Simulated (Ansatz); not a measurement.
# Run report: SnH$_{5}$, geometry relaxation

The run: geometry relaxation of SnH$_{5}$ (6 atoms in the cell). Method and program: DFT PBE, scalar-relativistic, plane waves, PAW, no spin polarisation (Ansatz 0.2.0).

The structure was made by a generator, so it may or may not be a known phase. Figures and captions count atoms from 1; the log counts them from 0 in places.

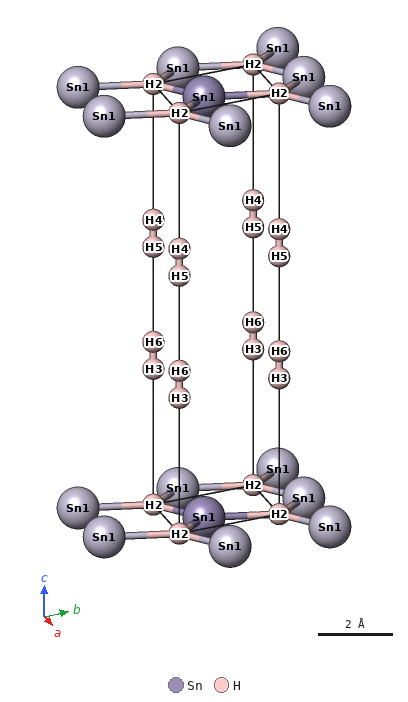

**Figure 1.** The input geometry (ball-and-stick view of the cell of the calculation, seen slightly off an axis; neighbours outside the cell are drawn fainter; atoms are numbered from 1 in the order of the input). Near neighbours in the crystal (not all of them lie inside the picture): Sn has 3 H at 2.08 Å; H has 3 Sn at 2.08 Å; H has 1 H at 0.75 Å.

**Results in brief**

- outcome: converged
- space group (tolerance 0.01 Å): P-6m2 (187)
- electrons treated: 19
- free energy: −6101.9622 eV
- Fermi energy: −0.403 eV
- gap on the k-point mesh: none (metallic)
- pressure: 0.01 GPa
- final volume: 131.57 Å³
- largest force (length of the vector) at the end: 0.003 eV/Å
- final cell: a = 3.604 Å, b = 3.604 Å, c = 11.699 Å, α = 90.00°, β = 90.00°, γ = 120.00°
- hardware: 1 thread of Intel Xeon @ 2.50GHz (Skylake/Cascade Lake), 189 GiB of memory available, shared host
- wall time: 56 s
- peak memory: 0.44 GiB

**Notes**

Warnings of the run: the exchange-correlation potential is rough where the density is thin.

**Input file**
```yaml
crystal:
  lattice:
    - [3.6035109421, 0.0, 0.0]
    - [-1.801755471, 3.1207320187, 0.0]
    - [0.0, 0.0, 11.6994756217]
  atoms:
    - { symbol: Sn, position: [0.6666666667, 0.3333333333, 0.0] }
    - { symbol: H, position: [0.0, 0.0, 0.0] }
    - { symbol: H, position: [0.0, 0.0, 0.3228451991] }
    - { symbol: H, position: [0.0, 0.0, 0.6771548009] }
    - { symbol: H, position: [0.0, 0.0, 0.6129881991] }
    - { symbol: H, position: [0.0, 0.0, 0.3870118009] }
basis:
  ecutwfc: 420
kpoints:
  mp_grid: { grid: [12, 12, 4] }
hamiltonian:
  xc: pbe
scf:
  occupations: { method: gaussian, width: 0.1 }
output:
  forces: true
  stress: true
  eigenvalues: true
  write_density: true
  write_potential: true
  elf: true
  volumetric_format: npy
relax:
  adjacent_minimum: "off"
  f_tol: 0.01
  max_steps: 80
  cell: { stress_tol: 0.05 }
```

Run as:
```bash
ansatz run input.yaml --threads 1 --pin off --max-ram 2560MiB --backend cpu --events-out ev --progress --plain --runs-dir out
```

**Log**
```
Engine: ansatz 0.2.0, x86_64-unknown-linux-gnu
Pseudopotentials: kind: paw
Pseudopotential: Sn, paw, valence charge 14, recommended cutoff 420 eV (normal), Sn.paw.azcp
Pseudopotential: H, paw, valence charge 1, recommended cutoff 420 eV (normal), H.paw.azcp
Functional definition: PBE
  parameter kappa = 0.804
  parameter beta = 0.06672455060314922
  exchange = pbe_x(kappa = kappa, mu = beta*pi^2/3)
  correlation = pbe_c(beta = beta)
Crystal: 6 atoms, lattice volume = 131.568 Å³
Basis set: ecut = 420 eV, 2535 PW (Γ), exchange–correlation on 50×50×160 points (8 copies of the dense FFT grid, shifted against one another)
Bands: 16, of which v1, the nominal top of the filled ones, is band 10 counted from 1 (9 counted from 0)
Symmetry: 12 space group operations
Space group: P-6m2 (ITA 187), of the structure as read, at distance tolerance 5.1e-5 Å
k-points: 57 of 576 (time reversal used)
Non-local potential: Sn, projectors of the file, l = 0: 2, l = 1: 2, l = 2: 2, l = 3: 2
Non-local potential: H, projectors of the file, l = 0: 2, l = 1: 1
PAW form: soft (Blöchl's): semilocal exchange-correlation on the pseudo side does not see the compensation charge
PAW one-centre angular grid: Sn, 590 points (default); XC on 64 Gauss nodes
PAW one-centre angular grid: H, 110 points (default); XC on 64 Gauss nodes
Initial density: superposition of atomic densities (neutral atoms: chi_scale 0, normalization atom), corrected by the library's trained network
Initial wavefunctions: pseudopotential atomic-orbital guess
Functional: x = pbe(κ = 0.804, μ = 0.2195149727645171), c = pbe(β = 0.06672455060314922)
SCF iter   1: F=—  HF=-6101.968622 eV  |F-HF|=—  |Δ(HF+E_count)|=         —  Δρ=2.20e-3  dr2=1.92e-2  ethr=1.77e-3  ⟨swp⟩=7.6  Hψ=6216  notcnv=0  defer=1
preconditioner: auto → LDOS  [insulator: Δε(μ)=0.139 eV  Ē_g=9.706 eV  σ=0.100 eV  W_gap=0.67  n_scr=6 (ndim 8)  ℏωp=9.7 eV  f_vac=0.305  D(μ)=0.95/eV (n_scr^D=4)  ε∞_Penn≈2.0  β→1.0]
SCF iter   2: F=—  HF=-6101.963333 eV  |F-HF|=—  |Δ(HF+E_count)|=   5.29e-3  Δρ=1.45e-3  dr2=3.80e-3  ethr=1.01e-4  ⟨swp⟩=2.9  Hψ=2138  notcnv=0  defer=75
SCF iter   3: F=—  HF=-6101.962288 eV  |F-HF|=—  |Δ(HF+E_count)|=   1.04e-3  Δρ=5.55e-4  dr2=4.44e-4  ethr=2.00e-5  ⟨swp⟩=2.1  Hψ=1332  notcnv=0  defer=75
SCF iter   4: F=—  HF=-6101.962241 eV  |F-HF|=—  |Δ(HF+E_count)|=   4.70e-5  Δρ=1.16e-4  dr2=2.00e-5  ethr=2.34e-6  ⟨swp⟩=2.1  Hψ=1064  notcnv=0  defer=75
SCF iter   5: F=—  HF=-6101.962247 eV  |F-HF|=—  |Δ(HF+E_count)|=   5.82e-6  Δρ=3.08e-5  dr2=1.62e-6  ethr=1.05e-7  ⟨swp⟩=2.9  Hψ=1439  notcnv=0  defer=75
SCF iter   6: F=-6101.962248 eV  HF=-6101.962248 eV  |F-HF|=5.51e-8  |Δ(HF+E_count)|=   1.22e-6  Δρ=9.34e-6  dr2=9.64e-8  ethr=5.26e-10  ⟨swp⟩=14.0  Hψ=7317  notcnv=0
SCF 1 converged in 6 iterations: F = -6101.962248 eV  dr2 = 9.64e-8
  greatest PAW one-centre occupation: 0.991 electrons in one spin orbital (limit 2), on the Sn atom at site 0 (counted from 0), in its partial waves of l = 2
relax step   1: F+E_penalty+E_count = -6101.96224840 eV  Δ(F+E_penalty+E_count) = +0.000e0 eV  max|allowed force component| = 2.705e-3 eV/Å  Δτ_max = 0.0000 Å  P = +0.011 GPa  Ω = 131.568 Å³  (6 SCF iters, dr2 threshold 1.00e-7 eV, accepted)
Initial density: handed on by an earlier stage of this run
Initial wavefunctions: pseudopotential atomic-orbital guess (no wavefunctions were taken with the density)
iter 1 solved again at ethr=9.96e-7 eV; its pass at ethr=3.10e-3 eV (dr2=1.89e-4 eV) is discarded
SCF iter   1: F=—  HF=-6101.962259 eV  |F-HF|=—  |Δ(HF+E_count)|=         —  Δρ=9.49e-6  dr2=1.20e-7  ethr=9.96e-7  ⟨swp⟩=2.9  Hψ=8292  notcnv=0
eigensolver tolerance schedule: the retry pair's looser diagonalisation over-reported the residual by 1579.35 of it (diagonalisation noise at 1.03 of the residual, at the tolerance the schedule requests for it); recorded, not acted on — ethr = c·dr2/N_el stays at c = 1.0e-1
preconditioner: auto → LDOS  [insulator: Δε(μ)=0.115 eV  Ē_g=9.734 eV  σ=0.100 eV  W_gap=0.58  n_scr=6 (ndim 8)  ℏωp=9.7 eV  f_vac=0.313  D(μ)=1.05/eV (n_scr^D=4)  ε∞_Penn≈2.0  β→1.0]
SCF iter   2: F=—  HF=-6101.962248 eV  |F-HF|=—  |Δ(HF+E_count)|=   1.09e-5  Δρ=7.02e-6  dr2=6.50e-8  ethr=6.30e-10  ⟨swp⟩=3.4  Hψ=1775  notcnv=0
SCF iter   3: F=—  HF=-6101.962248 eV  |F-HF|=—  |Δ(HF+E_count)|=   3.01e-8  Δρ=1.33e-6  dr2=2.81e-9  ethr=3.42e-10  ⟨swp⟩=2.0  Hψ=1452  notcnv=0
SCF iter   4: F=—  HF=-6101.962248 eV  |F-HF|=—  |Δ(HF+E_count)|=   2.67e-9  Δρ=4.93e-7  dr2=3.03e-10  ethr=1.48e-11  ⟨swp⟩=2.0  Hψ=1170  notcnv=0
SCF iter   5: F=-6101.962248 eV  HF=-6101.962248 eV  |F-HF|=2.55e-11  |Δ(HF+E_count)|=  5.82e-11  Δρ=1.80e-7  dr2=4.45e-11  ethr=1.00e-12  ⟨swp⟩=8.7  Hψ=4780  notcnv=0
SCF 2 converged in 5 iterations: F = -6101.962248 eV  dr2 = 4.45e-11
relax step   2: F+E_penalty+E_count = -6101.96224845 eV  Δ(F+E_penalty+E_count) = -4.274e-8 eV  max|allowed force component| = 2.795e-3 eV/Å  Δτ_max = 0.0000 Å  P = +0.011 GPa  Ω = 131.568 Å³  stress off target by 3.71e-2 GPa  SCF on the basis re-selected at this cell (its energy is not comparable with the rows above)  (5 SCF iters)
```

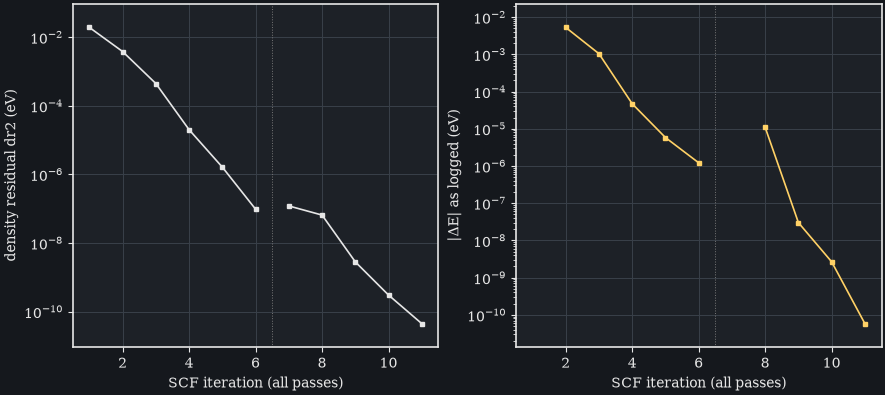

**Figure 2.** Convergence of the self-consistent field: density residual dr2 and size of the energy change against the SCF iteration. The dotted lines part the SCF passes of the relaxation: geometry steps, rejected trials and re-solves on a re-selected basis. The passes take 6 and 5 iterations.

```
basis re-selected at this cell: Δ(F+E_penalty+E_count) = -4.274e-8 eV, ΔP = -0.000 GPa vs the last step (what re-selecting the basis moved, of the pressure what is left beyond the Pulay correction that the steps carried, after the strain that the cell walked since its last selection, with what the two solves' SCF thresholds leave and, on support functions, any second-order correction that the steps lacked; it is no measure of the basis error at this ecutwfc). This SCF's stress stands 3.71e-2 GPa from its target on what of the cell is left free (relax.cell.stress_tol is 5.00e-2 GPa) and its largest allowed force component is 2.80e-3 eV/Å (relax.f_tol is 1.00e-2 eV/Å): within both
WARN: The input density's exchange-correlation potential varies sharply where the density is thin. Do not read a vacuum level from v_tot or v_xc, or from such a field of the output density. On a cell that repeats whose density bears no net charge and no dipole along the vacuum's axis use v_es (v_loc + v_h of the components); under efield.dipole_correction with no amplitude use v_es + v_field, which holds any external_charges[].barrier, or the levels of the report's work_function block, which leave it out; under a non-zero efield.amplitude the vacuum is tilted and has no level; on a cell that repeats and bears such a dipole with no correction it is tilted too, and efield.dipole_correction with no amplitude gives each side of its ramp a level where efield: is served; in a cell that repeats whose density bears a net charge (total_charge, or a fill off its count) it is curved and has none; of a slab under crystal.periodic whose density bears no net charge use v_es, which has a level on each side, short of where the two are joined; of another it falls or rises all the way out and has none; of a slab beside external_charges read slab_vacuum_level instead, which it has where they leave it neutral. The grid or the basis barely resolves most such structure, and the values can differ between equally converged runs; as a rule a tighter scf.convergence.dr2_threshold does not remove it. Where the density itself ripples (under the LDA too) a higher basis.ecutwfc lessens it. The files hold the spikes' plane waves up to the density's cutoff. Files: v_tot and the like, and their columns of v_z.tsv (output.write_potential); v_xc and the like, and their columns of v_comp_z.tsv (output.write_potential_components); where files of the output density stand in their place, no point of their own thin density is over the threshold below, and this is of outcome.potential() and, of a run that writes arrays (npy), the arrays of these names. Measured: with its Gaussian average of σ = 0.25 Å subtracted twice, the exchange-correlation potential is over 0.1 eV at 12 of the grid points where the equally averaged density (valence and model cores) is under 1e-3 e/Å³, and 1.11 eV at the most among them, at an averaged density of 9.9e-4 e/Å³. See output.write_potential in the manual, Limitations
SCF converged after 5 iterations
Free energy (F): -6101.962248 eV
Harris-Foulkes:  -6101.962248 eV  (|F-HF|=2.55e-11)
Internal energy: -6101.957012 eV  (E = F + TS)
E sigma→0 (E₀):  -6101.959630 eV
Entropy (-TS):   -0.005237 eV (-0.873 meV/atom)
Fermi energy:    -0.402687 eV
--- Per-component energies (eV) ---
  E_band       = -269.977402
  E_kinetic    = 251.230890
  E_local      = -2927.410699  (includes V_loc(G=0)·N_el)
  E_nonlocal   = -24.701214
  E_hartree    = 1468.562105
  E_xc         = -425.638801
  E_vxc        = -151.095527  (∫ρ·V_xc dr)
  E_paw        = -4136.855351  (= ΣΔE_a)
  E_vpaw       = -355.118765  (= ΣTr[D̂ρ^β])
  E_aug_tail   = -0.006206  (compensation charges beyond the density's cutoff)
  E_ewald      = -307.137736
  E_smearing   = -0.005237  (= −TS)
  E_closure    = -0.000000  (closes the sum)
  Σ components = -6101.962248   (vs F -6101.962248, Δ=0.00e0)
--- Forces (eV/Å), atoms counted from 1 ---
  atom   1  Sn     0.00000000    -0.00000000     0.00000000
  atom   2  H     -0.00000000    -0.00000000     0.00000000
  atom   3  H      0.00000000    -0.00000000    -0.00279515
  atom   4  H      0.00000000    -0.00000000     0.00279515
  atom   5  H      0.00000000    -0.00000000    -0.00265095
  atom   6  H      0.00000000    -0.00000000     0.00265095
  max |Σ_I F_I| component: 3.75e-16 eV/Å
--- Stress (GPa, compression-positive) ---
       -0.002462      -0.000000       0.000000
       -0.000000      -0.002462       0.000000
        0.000000       0.000000       0.037137
  P = ⅓ Tr σ = 0.0107 GPa (0.107 kbar)
--- Band table (eV; the first three rows and the last of 57) ---
  k-point 0: bands = ["-22.0432", "-21.9855", "-21.9855", "-21.9549", "-21.9549", "-10.3908", "-6.8889", "-6.5781", "-1.8544", "1.3760", "2.8304", "4.7189", "4.7189", "4.7824", "5.1363", "8.6584"]
  k-point 1: bands = ["-22.0432", "-21.9855", "-21.9855", "-21.9549", "-21.9549", "-10.3908", "-6.8934", "-6.5726", "-1.8649", "1.4140", "2.9380", "4.1809", "4.7189", "4.7189", "5.6390", "8.6367"]
  k-point 2: bands = ["-22.0432", "-21.9855", "-21.9855", "-21.9549", "-21.9549", "-10.3908", "-6.8977", "-6.5674", "-1.8753", "1.4516", "3.1319", "3.7374", "4.7189", "4.7189", "5.8958", "8.6266"]
  k-point 56: bands = ["-21.9792", "-21.9779", "-21.9755", "-21.9718", "-21.9405", "-6.2918", "-6.1324", "-6.0078", "-5.9409", "-1.9641", "1.2166", "4.5042", "4.9964", "5.8052", "6.3881", "6.3892"]
--- Relaxed structure (1 steps of the walk, 1 accepted, 1 SCFs on fresh bases) ---
  F+E_penalty+E_count = -6101.96224845 eV   max|allowed force component| = 2.795e-3 eV/Å   (the final SCF, on the basis selected at the relaxed cell)
  cell:  # Å, volume = 131.5675 Å³
    - [3.603510942115129, -2.88674235666214e-11, 0.0]
    - [-1.8017554710325647, 3.1207320187013314, 0.0]
    - [0.0, 0.0, 11.6994756217]
  atoms:
    - { symbol: Sn, position: [0.6666666666666665, 0.3333333333333332, 0.0] }
    - { symbol: H, position: [-8.635067969342675e-17, 3.700743415444114e-17, 0.0] }
    - { symbol: H, position: [-8.635067969342675e-17, 3.700743415444114e-17, 0.3228451990999999] }
    - { symbol: H, position: [-8.635067969342675e-17, 3.700743415444114e-17, 0.6771548008999999] }
    - { symbol: H, position: [-8.635067969342675e-17, 3.700743415444114e-17, 0.6129881990999999] }
    - { symbol: H, position: [-8.635067969342675e-17, 3.700743415444114e-17, 0.38701180089999987] }
```

**Trajectory as extended XYZ (Å, eV, eV/Å), 2 frames, from step=1 to step=2**
```
6
Lattice="3.6035 0.0000 0.0000 -1.8018 3.1207 0.0000 0.0000 0.0000 11.6995" Properties=species:S:1:pos:R:3:forces:R:3 step=1 energy=-6101.96225 pressure_GPa=0.01
Sn    1.8018    1.0402    0.0000    0.0000   0.0000   0.0000
H     0.0000    0.0000    0.0000    0.0000   0.0000   0.0000
H     0.0000    0.0000    3.7771    0.0000   0.0000  -0.0027
H     0.0000    0.0000    7.9224    0.0000   0.0000   0.0027
H     0.0000    0.0000    7.1716    0.0000   0.0000  -0.0027
H     0.0000    0.0000    4.5278    0.0000   0.0000   0.0027
6
Lattice="3.6035 0.0000 0.0000 -1.8018 3.1207 0.0000 0.0000 0.0000 11.6995" Properties=species:S:1:pos:R:3:forces:R:3 step=2 energy=-6101.96225 pressure_GPa=0.01
Sn    1.8018    1.0402    0.0000    0.0000   0.0000   0.0000
H     0.0000    0.0000    0.0000    0.0000   0.0000   0.0000
H     0.0000    0.0000    3.7771    0.0000   0.0000  -0.0028
H     0.0000    0.0000    7.9224    0.0000   0.0000   0.0028
H     0.0000    0.0000    7.1716    0.0000   0.0000  -0.0027
H     0.0000    0.0000    4.5278    0.0000   0.0000   0.0027
```

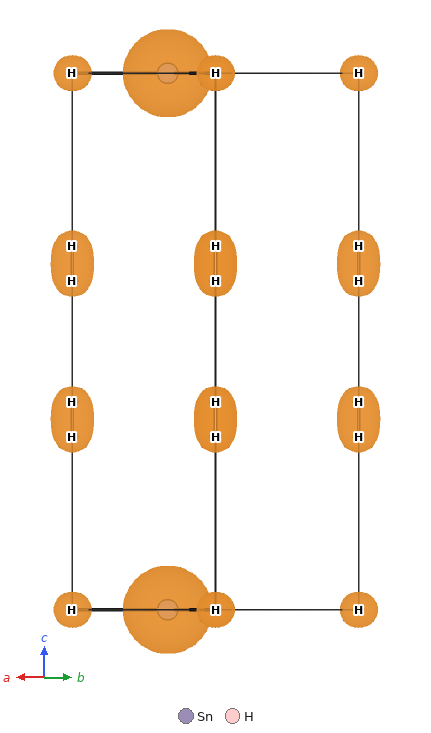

**Figure 3.** Isosurface of the valence pseudo-density at 0.6 e/Å³ (orange), seen along [110]. Sticks mark near contacts. The outline is the cell set on symmetry axes. At this value the density breaks into separate islands; it holds about 60 % of the electrons treated as valence (semicore included). It is pinched off along the Sn–H (2.08 Å) contacts. On the grid the lowest density along these lines, outside the cores, is 1.8 e/Å³ (H–H, 0.75 Å) and 0.35 e/Å³ (Sn–H, 2.08 Å). In a PAW calculation such maps are meaningful between the atoms, not at the nuclei.

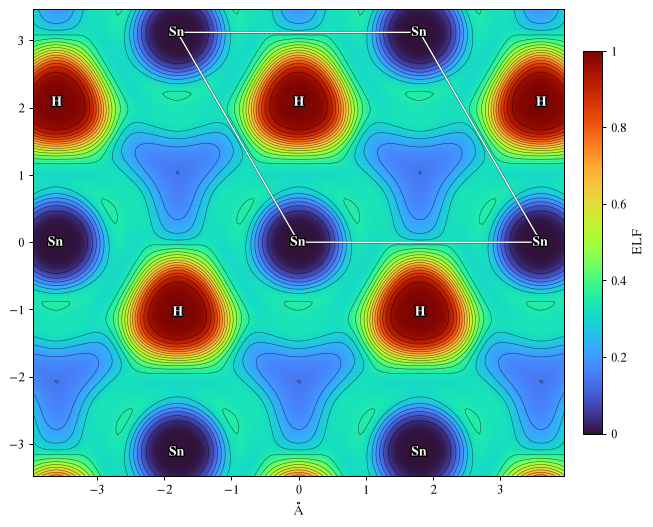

**Figure 4.** Electron localisation function on the (001) plane of the conventional cell. Atoms in the plane: Sn and H. Sn–H (2.08 Å): the ELF climbs to about 1 towards the hydrogen, as it does in any bond to H.
